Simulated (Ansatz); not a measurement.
## Run report: CH$_{4}$Si$_{7}$, geometry relaxation (part 4 of 4)

The same run, continued: CH$_{4}$Si$_{7}$ (slab, 24 atoms in the cell); DFT PBE, scalar-relativistic, plane waves, PAW, no spin polarisation (Ansatz 0.2.0); cutoff 420 eV, 4×7×1 k-mesh, Gaussian smearing of 0.05 eV. The structure derives from an entry of the Crystallography Open Database. The input holds or restrains some coordinates.

**Trajectory as extended XYZ, continued**
```
24
Lattice="7.7353 0.0000 0.0000 0.0000 3.8676 0.0000 0.0000 0.0000 28.4148" Properties=species:S:1:pos:R:3:forces:R:3 step=16 energy=-9526.60950
H     3.8676    2.6511    8.5000   -0.0026   0.4169  -0.0954
H     3.8676    1.2166    8.5000   -0.0023  -0.4179  -0.0971
H     0.0000    1.2166    8.5000   -0.0009  -0.4245  -0.1049
H     0.0000    2.6511    8.5000   -0.0009   0.4246  -0.1052
Si    3.8676    0.0000    9.3603    0.0080   0.0054   0.3797
Si    0.0000    0.0000    9.3603    0.0006  -0.0023   0.3525
Si    5.8015    0.0000   10.7277    0.0808   0.0053  -0.1121
Si    1.9338    0.0000   10.7277   -0.1072   0.0011  -0.1228
Si    5.8015    1.9338   12.0952    0.1917  -0.0012  -0.0588
Si    1.9338    1.9338   12.0952   -0.2066   0.0075  -0.0466
Si   -0.0010    1.9423   13.5015   -0.0103   0.0013  -0.0116
Si    3.8678    1.9265   13.4191   -0.0312   0.0002  -0.0233
Si    0.0239    0.0098   14.9014    0.0051  -0.0116  -0.0305
Si    3.8154   -0.0093   14.7580    0.0756   0.0142   0.0047
Si    1.9905   -0.0125   16.2307   -0.0444   0.0537   0.0810
Si    5.7497    0.0403   16.1796   -0.0426  -0.0020  -0.0001
Si    2.6781    1.8790   17.8022    0.0451   0.0399   0.0535
Si    5.0256    1.9730   17.2589   -0.0161  -0.0050   0.0379
C     2.5029    0.6510   19.3297   -0.1377   0.2500  -0.1470
C     2.1777   -0.7504   19.2311    0.1801  -0.2561   0.0529
H     3.4618    0.8501   19.8381   -0.0242  -0.1822   0.0241
H     1.7026    1.1214   19.9130    0.0897   0.0383  -0.0696
H     2.6304   -1.2389   20.1015   -0.1047   0.0011  -0.0269
H     1.0873   -0.9282   19.2513    0.0545   0.0435   0.0635
24
Lattice="7.7353 0.0000 0.0000 0.0000 3.8676 0.0000 0.0000 0.0000 28.4148" Properties=species:S:1:pos:R:3:forces:R:3 step=17 energy=-9526.62213
H     3.8676    2.6511    8.5000   -0.0014   0.4167  -0.0957
H     3.8676    1.2166    8.5000   -0.0014  -0.4174  -0.0969
H     0.0000    1.2166    8.5000    0.0009  -0.4245  -0.1047
H     0.0000    2.6511    8.5000    0.0006   0.4242  -0.1043
Si    3.8676    0.0000    9.3603    0.0052   0.0039   0.3791
Si    0.0000    0.0000    9.3603   -0.0027  -0.0002   0.3528
Si    5.8015    0.0000   10.7277    0.0871   0.0051  -0.1114
Si    1.9338    0.0000   10.7277   -0.0936   0.0010  -0.1218
Si    5.8015    1.9338   12.0952    0.1741   0.0004  -0.0454
Si    1.9338    1.9338   12.0952   -0.1925   0.0053  -0.0421
Si    0.0007    1.9386   13.4993    0.0100  -0.0012   0.0071
Si    3.8677    1.9306   13.4222    0.0003   0.0001   0.0163
Si    0.0407    0.0050   14.8994   -0.0065   0.0044  -0.0063
Si    3.8306   -0.0045   14.7686    0.0002   0.0069  -0.0114
Si    2.0004   -0.0113   16.2459    0.0131   0.0191  -0.0224
Si    5.7698    0.0350   16.1828   -0.0043  -0.0045  -0.0359
Si    2.7292    1.8616   17.8154   -0.0165  -0.0440   0.0085
Si    5.0640    1.9671   17.2696    0.0007   0.0001   0.0133
C     2.5608    0.6218   19.3187   -0.0300   0.0316   0.0546
C     2.2239   -0.7843   19.2322    0.0275   0.0505   0.0394
H     3.5225    0.7823   19.8357   -0.0085  -0.0375  -0.0050
H     1.7772    1.1023   19.9157    0.0581  -0.0533  -0.0542
H     2.6445   -1.2655   20.1217   -0.0171   0.0168  -0.0271
H     1.1311   -0.9411   19.2508   -0.0019  -0.0040   0.0145
24
Lattice="7.7353 0.0000 0.0000 0.0000 3.8676 0.0000 0.0000 0.0000 28.4148" Properties=species:S:1:pos:R:3:forces:R:3 step=18 energy=-9526.62377
H     3.8676    2.6511    8.5000   -0.0007   0.4170  -0.0960
H     3.8676    1.2166    8.5000   -0.0011  -0.4175  -0.0969
H     0.0000    1.2166    8.5000    0.0009  -0.4247  -0.1047
H     0.0000    2.6511    8.5000    0.0003   0.4244  -0.1042
Si    3.8676    0.0000    9.3603    0.0038   0.0025   0.3787
Si    0.0000    0.0000    9.3603   -0.0021  -0.0001   0.3531
Si    5.8015    0.0000   10.7277    0.0867   0.0056  -0.1127
Si    1.9338    0.0000   10.7277   -0.0906   0.0015  -0.1233
Si    5.8015    1.9338   12.0952    0.1871  -0.0005  -0.0505
Si    1.9338    1.9338   12.0952   -0.1829   0.0008  -0.0633
Si    0.0031    1.9368   13.4980   -0.0019   0.0026  -0.0064
Si    3.8679    1.9311   13.4212   -0.0036   0.0001  -0.0123
Si    0.0465    0.0029   14.8950   -0.0006   0.0005   0.0159
Si    3.8333   -0.0040   14.7627   -0.0003   0.0055   0.0159
Si    2.0076   -0.0153   16.2429   -0.0147   0.0065   0.0277
Si    5.7729    0.0267   16.1714   -0.0008  -0.0041   0.0150
Si    2.7408    1.8403   17.8271    0.0218  -0.0419  -0.0236
Si    5.0713    1.9581   17.2655    0.0070   0.0010  -0.0115
C     2.5935    0.5974   19.3258    0.0291   0.0332   0.0442
C     2.2462   -0.8058   19.2426   -0.0415   0.0125  -0.0078
H     3.5626    0.7419   19.8339   -0.0094   0.0110  -0.0160
H     1.8228    1.0772   19.9362    0.0173  -0.0167  -0.0096
H     2.6662   -1.2857   20.1320    0.0039  -0.0103  -0.0142
H     1.1526   -0.9555   19.2718   -0.0077  -0.0088   0.0025
24
Lattice="7.7353 0.0000 0.0000 0.0000 3.8676 0.0000 0.0000 0.0000 28.4148" Properties=species:S:1:pos:R:3:forces:R:3 step=19 energy=-9526.62466
H     3.8676    2.6511    8.5000   -0.0001   0.4171  -0.0963
H     3.8676    1.2166    8.5000   -0.0009  -0.4173  -0.0967
H     0.0000    1.2166    8.5000    0.0010  -0.4246  -0.1046
H     0.0000    2.6511    8.5000    0.0002   0.4244  -0.1042
Si    3.8676    0.0000    9.3603    0.0027   0.0012   0.3788
Si    0.0000    0.0000    9.3603   -0.0017  -0.0005   0.3531
Si    5.8015    0.0000   10.7277    0.0869   0.0064  -0.1111
Si    1.9338    0.0000   10.7277   -0.0886   0.0021  -0.1222
Si    5.8015    1.9338   12.0952    0.1824  -0.0028  -0.0310
Si    1.9338    1.9338   12.0952   -0.1778  -0.0038  -0.0575
Si    0.0042    1.9351   13.4987   -0.0033   0.0030  -0.0026
Si    3.8673    1.9311   13.4232    0.0035   0.0013  -0.0065
Si    0.0499    0.0006   14.8972    0.0033  -0.0016  -0.0025
Si    3.8325   -0.0040   14.7676   -0.0047   0.0015  -0.0013
Si    2.0076   -0.0220   16.2509   -0.0026   0.0050  -0.0046
Si    5.7770    0.0184   16.1707    0.0016  -0.0022   0.0082
Si    2.7540    1.8205   17.8297   -0.0022   0.0067   0.0093
Si    5.0810    1.9493   17.2651   -0.0001   0.0015  -0.0061
C     2.6214    0.5798   19.3287    0.0349  -0.0058   0.0295
C     2.2611   -0.8208   19.2440   -0.0315  -0.0085  -0.0448
H     3.5979    0.7140   19.8254   -0.0087   0.0128  -0.0117
H     1.8628    1.0595   19.9522   -0.0055   0.0012   0.0057
H     2.6814   -1.3040   20.1299    0.0135  -0.0156   0.0188
H     1.1666   -0.9652   19.2772   -0.0022  -0.0013   0.0005
24
Lattice="7.7353 0.0000 0.0000 0.0000 3.8676 0.0000 0.0000 0.0000 28.4148" Properties=species:S:1:pos:R:3:forces:R:3 step=20 energy=-9526.62492
H     3.8676    2.6511    8.5000    0.0000   0.4173  -0.0963
H     3.8676    1.2166    8.5000   -0.0010  -0.4174  -0.0967
H     0.0000    1.2166    8.5000    0.0010  -0.4248  -0.1048
H     0.0000    2.6511    8.5000    0.0000   0.4244  -0.1042
Si    3.8676    0.0000    9.3603    0.0024   0.0009   0.3789
Si    0.0000    0.0000    9.3603   -0.0012  -0.0001   0.3529
Si    5.8015    0.0000   10.7277    0.0862   0.0064  -0.1120
Si    1.9338    0.0000   10.7277   -0.0885   0.0021  -0.1231
Si    5.8015    1.9338   12.0952    0.1807  -0.0021  -0.0358
Si    1.9338    1.9338   12.0952   -0.1776  -0.0053  -0.0633
Si    0.0041    1.9349   13.4978   -0.0012  -0.0007   0.0036
Si    3.8672    1.9321   13.4226    0.0020   0.0000   0.0060
Si    0.0502   -0.0002   14.8961    0.0013   0.0011   0.0022
Si    3.8313   -0.0032   14.7680   -0.0027   0.0009   0.0005
Si    2.0063   -0.0241   16.2521    0.0025   0.0017  -0.0040
Si    5.7776    0.0139   16.1705    0.0008  -0.0005  -0.0014
Si    2.7568    1.8084   17.8344    0.0002   0.0022   0.0032
Si    5.0815    1.9446   17.2634   -0.0024   0.0002  -0.0012
C     2.6351    0.5664   19.3330    0.0119  -0.0156   0.0076
C     2.2657   -0.8327   19.2462   -0.0069   0.0035  -0.0313
H     3.6167    0.6957   19.8207   -0.0067   0.0026  -0.0051
H     1.8844    1.0462   19.9662   -0.0025  -0.0027   0.0023
H     2.6864   -1.3189   20.1305    0.0039   0.0005   0.0170
H     1.1708   -0.9730   19.2818   -0.0020   0.0053   0.0046
24
Lattice="7.7353 0.0000 0.0000 0.0000 3.8676 0.0000 0.0000 0.0000 28.4148" Properties=species:S:1:pos:R:3:forces:R:3 step=21 energy=-9526.62500
H     3.8676    2.6511    8.5000    0.0002   0.4172  -0.0964
H     3.8676    1.2166    8.5000   -0.0010  -0.4172  -0.0966
H     0.0000    1.2166    8.5000    0.0009  -0.4248  -0.1047
H     0.0000    2.6511    8.5000   -0.0002   0.4244  -0.1040
Si    3.8676    0.0000    9.3603    0.0022   0.0005   0.3788
Si    0.0000    0.0000    9.3603   -0.0009   0.0001   0.3532
Si    5.8015    0.0000   10.7277    0.0861   0.0066  -0.1114
Si    1.9338    0.0000   10.7277   -0.0886   0.0023  -0.1222
Si    5.8015    1.9338   12.0952    0.1800  -0.0022  -0.0307
Si    1.9338    1.9338   12.0952   -0.1759  -0.0068  -0.0579
Si    0.0041    1.9344   13.4984    0.0009   0.0001  -0.0045
Si    3.8674    1.9326   13.4236   -0.0015  -0.0002  -0.0059
Si    0.0510   -0.0009   14.8965   -0.0001  -0.0004  -0.0023
Si    3.8308   -0.0027   14.7684    0.0010  -0.0002  -0.0028
Si    2.0065   -0.0261   16.2522   -0.0015  -0.0003  -0.0009
Si    5.7781    0.0107   16.1695    0.0007   0.0003   0.0031
Si    2.7586    1.7995   17.8363   -0.0010  -0.0018  -0.0013
Si    5.0813    1.9411   17.2613    0.0005   0.0001   0.0031
C     2.6426    0.5561   19.3334    0.0027   0.0004   0.0014
C     2.2666   -0.8414   19.2448    0.0005  -0.0039  -0.0065
H     3.6269    0.6812   19.8165   -0.0020  -0.0008   0.0002
H     1.8966    1.0357   19.9725    0.0017  -0.0008  -0.0002
H     2.6848   -1.3281   20.1306   -0.0033   0.0040   0.0073
H     1.1711   -0.9770   19.2811   -0.0013   0.0035   0.0015
```

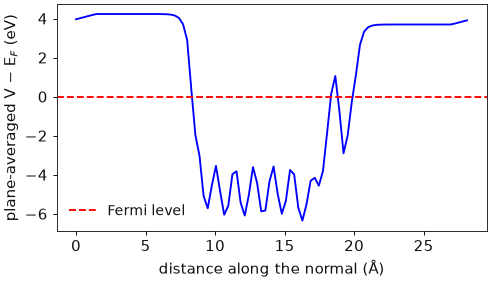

*Plane average of the electrostatic potential energy of an electron across the cell, from the Fermi level.*

The vacuum level lies 3.70 eV above the Fermi level on the upper side and 4.23 eV on the lower.

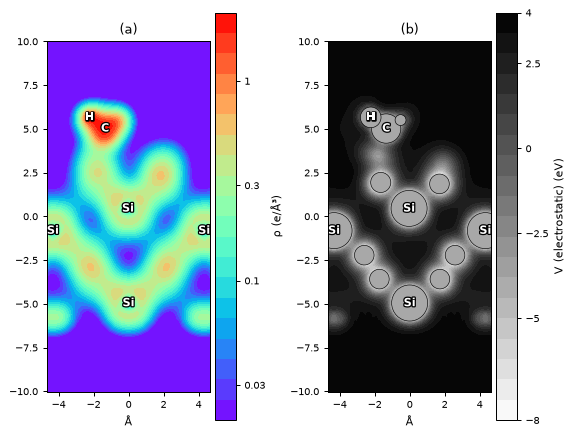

*(a) valence charge density (pseudo); (b) electrostatic potential energy of an electron on the (110) plane of the calculation cell, a cut from vacuum to vacuum. Grey discs, where drawn, cover atomic cores.*

The section cuts through Si, C and H sites. C–H (1.09 Å): ρ at the midpoint is about 1.9 e/Å³. The density dies away to nearly zero in the vacuum. In a PAW calculation such maps are meaningful between the atoms, not at the nuclei.

This output came from the following input.

**The input**
```yaml
crystal:
  lattice:
    - [7.7352909005, 0.0, 0.0]
    - [0.0, 3.8676454502, 0.0]
    - [0.0, 0.0, 28.4148409753]
  atoms:
    - { symbol: H, position: [0.5, 0.6854455726, 0.2991394535] }
    - { symbol: H, position: [0.5, 0.3145544274, 0.2991394535] }
    - { symbol: H, position: [0.0, 0.3145544274, 0.2991394535] }
    - { symbol: H, position: [0.0, 0.6854455726, 0.2991394535] }
    - { symbol: Si, position: [0.5, 0.0, 0.3294168005] }
    - { symbol: Si, position: [0.0, 0.0, 0.3294168005] }
    - { symbol: Si, position: [0.75, 0.0, 0.3775402147] }
    - { symbol: Si, position: [0.25, 0.0, 0.3775402147] }
    - { symbol: Si, position: [0.75, 0.5, 0.4256636289] }
    - { symbol: Si, position: [0.25, 0.5, 0.4256636289] }
    - { symbol: Si, position: [-0.0004351433, 0.5, 0.4761977342] }
    - { symbol: Si, position: [0.5002414453, 0.5, 0.4713835593] }
    - { symbol: Si, position: [0.0029024626, 0.0, 0.5261039994] }
    - { symbol: Si, position: [0.4910947238, 0.0, 0.5179102066] }
    - { symbol: Si, position: [0.2624717181, 0.0, 0.5726704593] }
    - { symbol: Si, position: [0.7380445712, 0.0, 0.5704263709] }
    - { symbol: Si, position: [0.3117514089, 0.5, 0.6211079211] }
    - { symbol: Si, position: [0.5952550907, 0.5, 0.5956690427] }
    - { symbol: C, position: [0.3117514089, 0.5, 0.6921975324] }
    - { symbol: C, position: [0.2351267012, 0.1777806587, 0.6921975324] }
    - { symbol: H, position: [0.447361766, 0.528475481, 0.7009957516] }
    - { symbol: H, position: [0.2372187174, 0.7283660229, 0.7009957516] }
    - { symbol: H, position: [0.3096593927, -0.0505853642, 0.7009957516] }
    - { symbol: H, position: [0.0995163441, 0.1493051778, 0.7009957516] }
basis:
  ecutwfc: 420
kpoints:
  mp_grid: { grid: [4, 7, 1] }
hamiltonian:
  xc: pbe
scf:
  occupations: { method: gaussian, width: 0.05 }
output:
  forces: true
  eigenvalues: true
  write_density: true
  write_potential: true
  elf: true
  volumetric_format: npy
relax:
  adjacent_minimum: "off"
  f_tol: 0.03
  max_steps: 70
  constraints: [{ sites: [0, 1, 2, 3, 4, 5, 6, 7, 8, 9] }]
efield:
  axis: 3
  dipole_correction: true
```

Command:
```bash
ansatz run input.yaml --threads 4 --pin off --max-ram 10240MiB --backend cpu --events-out ev --progress --plain --runs-dir out
```

**Results in brief**

- outcome: converged under the restraints of the input
- electrons treated: 72
- free energy: −9526.6250 eV
- work function, top face: 3.70 eV
- work function, bottom face: 4.23 eV
- Fermi energy: −0.141 eV
- gap on the k-point mesh: none (metallic)
- final volume: 850.10 Å³
- work function (upper face): 3.70 eV
- largest force (length of the vector) at the end, held atoms and coordinates included: 0.437 eV/Å
- hardware: 4 threads of Arm Neoverse V2, 24 GiB of memory available, shared host
- wall time: 10 min (CPU time 41 min)
- peak memory: 1.7 GiB

The program warns: the exchange-correlation potential is rough where the density is thin.
